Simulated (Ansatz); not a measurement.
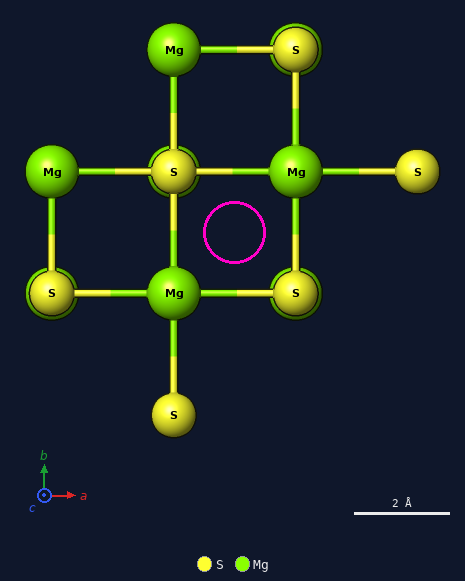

Perfect MgS. Style: ball-and-stick. Shown: the atoms within 4.6 Å of one point, in a slice 4.2 Å thick across the line of sight, along the c axis.

Theory: DFT, PBEsol, PAW, plane waves in Ansatz. (plane-wave cutoff 420 eV; k-point mesh 1 × 1 × 1; mesh shifted by (0.25, 0.25, 0.25); no spin polarisation) Fermi-Dirac smearing of 0.01 eV. The axes drawn are those of the host's conventional cell.

An extra sulfur atom is put between the host's atoms (an interstitial) at the ringed place, in charge state 0. The supercell has 64 sites, and the atoms are relaxed at the host's cell.

Question: Predict the relaxed surroundings of the defect.

Answer: The S atom starts with 4 Mg at 2.24 Å, 4 S at 2.24 to 2.25 Å around its place and ends with 1 S at 2.00 Å, 3 Mg at 2.36 to 2.38 Å. Of the host's atoms, a sulfur atom moves furthest from its site, by 1.00 Å. The S atom itself moves 1.22 Å from where it was put.

The relaxed defect, seen from the same direction:

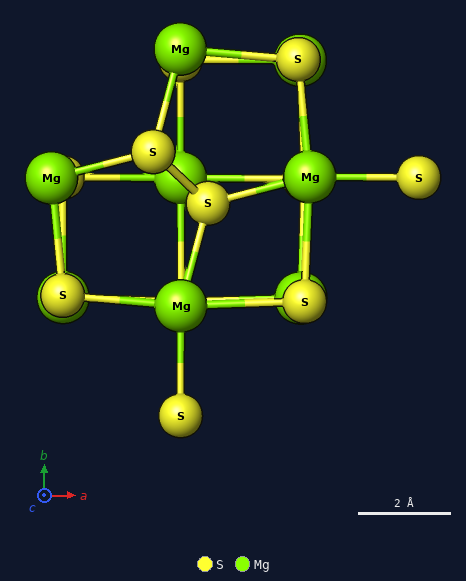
